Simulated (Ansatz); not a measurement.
# Energy of ZnS along a shift of atoms along one path

System: ZnS (P2₁, 4 atoms in the cell).
Method: DFT r2SCAN, scalar-relativistic, plane waves, PAW, no spin polarisation (Ansatz 0.2.0).

The 7 runs differ only in the geometry, by a shift of atoms along one path in a fixed cell. The shift s is measured from run 4: Zn1 moves along the Cartesian direction (−0.71, −0.71, 0.00), and Zn2, S3 and S4 with it in fixed proportion. The structure derives from an entry of the Crystallography Open Database.

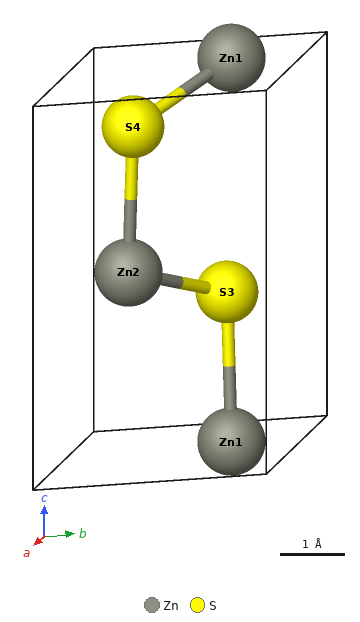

Figure 1. The structure of run 4 (ball-and-stick view of the cell of the calculation, seen slightly off an axis; atoms are numbered from 1 in the order of the input). An atom can appear more than once, as a periodic image.

**Input of run 4**
```yaml
crystal:
  lattice:
    - [3.8109987816, 0.0, 0.0]
    - [-1.9054993908, 3.3004217586, 0.0]
    - [0.0, 0.0, 6.234]
  atoms:
    - { symbol: Zn, position: [0.3552833877, 0.6827352217, 0.0] }
    - { symbol: Zn, position: [0.6447166123, 0.3172647783, 0.5] }
    - { symbol: S, position: [0.3149327635, 0.6531965146, 0.385] }
    - { symbol: S, position: [0.6850672365, 0.3468034854, 0.885] }
basis:
  ecutwfc: 500
kpoints:
  mp_grid: { grid: [6, 6, 4] }
hamiltonian:
  xc: r2scan
scf:
  occupations: { method: gaussian, width: 0.05 }
output:
  forces: true
  stress: true
  eigenvalues: true
```

Command:
```bash
ansatz run input.yaml --threads 2 --pin off --max-ram 5120MiB --backend cpu --events-out ev --progress --plain --runs-dir out
```

Run 3 differs from it as follows:
```diff
-    - { symbol: Zn, position: [0.3552833877, 0.6827352217, 0.0] }
-    - { symbol: Zn, position: [0.6447166123, 0.3172647783, 0.5] }
-    - { symbol: S, position: [0.3149327635, 0.6531965146, 0.385] }
-    - { symbol: S, position: [0.6850672365, 0.3468034854, 0.885] }
+    - { symbol: Zn, position: [0.377233442, 0.6988037767, 0.0] }
+    - { symbol: Zn, position: [0.622766558, 0.3011962233, 0.5] }
+    - { symbol: S, position: [0.2965321936, 0.6397263626, 0.385] }
+    - { symbol: S, position: [0.7034678064, 0.3602736374, 0.885] }
```

**Results, with one run withheld**

```csv
run,shift s of Zn1 (Å),"free energy per atom, from the lowest run given (meV)",pressure (GPa),gap on the mesh (eV),force along the path (eV/Å)
1,−0.2250,42.08,−0.38,2.59,1.232
2,−0.1500,22.11,−0.19,2.69,0.901
3,−0.0750,?,?,?,?
4,0.0000,0.00,0.09,2.79,0.289
5,0.2250,8.36,−0.02,2.73,−0.599
6,0.3000,22.60,−0.19,2.67,−0.923
7,0.3750,43.04,−0.39,2.59,−1.258
```

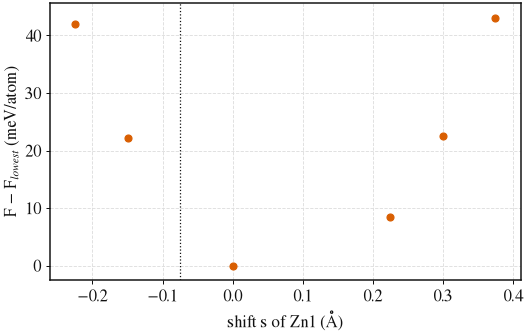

Figure 2. Free energy per atom of the runs given; the dotted line marks run 3.

Fit the runs given and predict run 3.

A cubic polynomial in the coordinate, fitted to the 6 runs given, misses them by at most 0.26 meV per atom. With x = s − 0.0875, it reads F = −2.9661 + 12.316 x + 506.36 x² + 22.432 x³ (meV per atom). At run 3 it gives 8.31 meV per atom, and the run itself gives 8.19. The slope of the fit gives a force −dF/ds of 0.602 eV/Å along the path (summed over the atoms that move), and the printed forces give 0.587 eV/Å. The fit has its minimum at s = 0.0753 Å. The gap on the mesh lies between 2.59 eV (run 7) and 2.79 eV (run 4); run 3 has 2.76 eV. These are gaps of this functional on this mesh, which can miss the band edges; they aren't the measured gap.

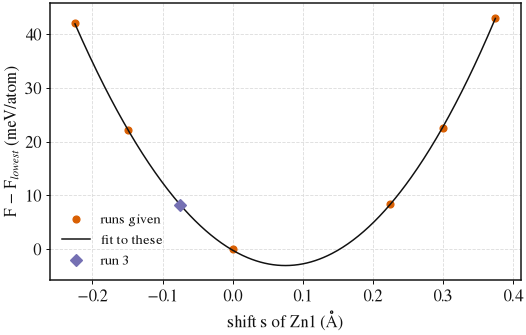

Figure 3. The fit and the withheld run.

**Output, shortened to warnings, some set-up lines, iterations and results (run 3)**
```
Basis set: ecut = 500 eV, 1973 PW (Γ), exchange–correlation on 120×120×192 points (64 copies of the dense FFT grid, shifted against one another)
Symmetry: 2 space group operations
k-points: 60 of 144 (time reversal used)
Initial density: superposition of atomic densities (neutral atoms: chi_scale 0, normalization atom), corrected by the library's trained network
[...]
SCF iter   1: F=—  HF=-8466.826116 eV  |F-HF|=—  |Δ(HF+E_count)|=         —  Δρ=1.55e-2  dr2=9.27e-2  dr2_τ=1.35e-2  ethr=1.77e-3  ⟨swp⟩=5.9  Hψ=6313  notcnv=0
SCF iter   2: F=—  HF=-8466.826670 eV  |F-HF|=—  |Δ(HF+E_count)|=   5.54e-4  Δρ=2.43e-3  dr2=2.84e-3  dr2_τ=5.22e-4  ethr=2.57e-4  ⟨swp⟩=2.2  Hψ=3020  notcnv=0
SCF iter   3: F=—  HF=-8466.823434 eV  |F-HF|=—  |Δ(HF+E_count)|=   3.24e-3  Δρ=3.27e-3  dr2=3.92e-3  dr2_τ=2.83e-5  ethr=7.88e-6  ⟨swp⟩=2.0  Hψ=2516  notcnv=0
SCF iter   4: F=—  HF=-8466.823136 eV  |F-HF|=—  |Δ(HF+E_count)|=   2.99e-4  Δρ=7.02e-4  dr2=2.06e-4  dr2_τ=6.91e-6  ethr=7.88e-6  ⟨swp⟩=2.0  Hψ=2148  notcnv=0
SCF iter   5: F=—  HF=-8466.823170 eV  |F-HF|=—  |Δ(HF+E_count)|=   3.41e-5  Δρ=1.61e-4  dr2=1.59e-5  dr2_τ=4.92e-7  ethr=5.73e-7  ⟨swp⟩=2.0  Hψ=2400  notcnv=0
SCF iter   6: F=—  HF=-8466.823174 eV  |F-HF|=—  |Δ(HF+E_count)|=   4.67e-6  Δρ=4.16e-5  dr2=8.76e-7  dr2_τ=5.05e-9  ethr=4.42e-8  ⟨swp⟩=2.0  Hψ=2400  notcnv=0
SCF iter   7: F=-8466.823175 eV  HF=-8466.823175 eV  |F-HF|=9.96e-9  |Δ(HF+E_count)|=   3.97e-7  Δρ=5.47e-6  dr2=2.49e-8  dr2_τ=5.76e-10  ethr=2.78e-10  ⟨swp⟩=6.0  Hψ=6836  …
SCF 1 converged in 7 iterations: F = -8466.823175 eV  dr2 = 2.49e-8
SCF converged after 7 iterations
Free energy (F): -8466.823175 eV
Harris-Foulkes:  -8466.823175 eV  (|F-HF|=9.96e-9)
Internal energy: -8466.823175 eV  (E = F + TS)
E sigma→0 (E₀):  -8466.823175 eV
Fermi energy:    6.991459 eV
--- Per-component energies (eV) ---
  E_band       = -2.817632
  E_kinetic    = 475.089030
  E_local      = -4089.140824  (includes V_loc(G=0)·N_el)
  E_nonlocal   = 1293.380354
  E_hartree    = 1715.927890
  E_xc         = -431.510597
  E_vxc        = -296.338099  (∫ρ·V_xc dr)
  E_paw        = -4919.995490  (= ΣΔE_a)
  E_vpaw       = -832.312820  (= ΣTr[D̂ρ^β])
  E_aug_tail   = -0.000106  (compensation charges beyond the density's cutoff)
  E_vtau       = 14.647321  (kinetic-family band-sum trace: ∫τ·v_τ [+ j·A + Jᵃ·Aᵃ] dr)
  E_ewald      = -2509.988660
  E_core_change = -0.584771  (= ΣΔE_core)
  E_smearing   = -0.000000  (= −TS)
  E_closure    = 0.000000  (closes the sum)
  Σ components = -8466.823175   (vs F -8466.823175, Δ=0.00e0)
--- Forces (eV/Å), atoms counted from 1 ---
  atom   1  Zn    -0.13878795    -0.15503548     0.34885508
  atom   2  Zn     0.13878795     0.15503548     0.34885508
  atom   3  S      0.07908926     0.06531300    -0.34887179
  atom   4  S     -0.07908926    -0.06531300    -0.34887179
  max |Σ_I F_I| component: 3.34e-5 eV/Å
--- Stress (GPa, compression-positive) ---
        0.847382       0.067908       0.000000
        0.067908       0.517660      -0.000000
        0.000000      -0.000000      -1.434292
  P = ⅓ Tr σ = -0.0231 GPa (-0.231 kbar)
```
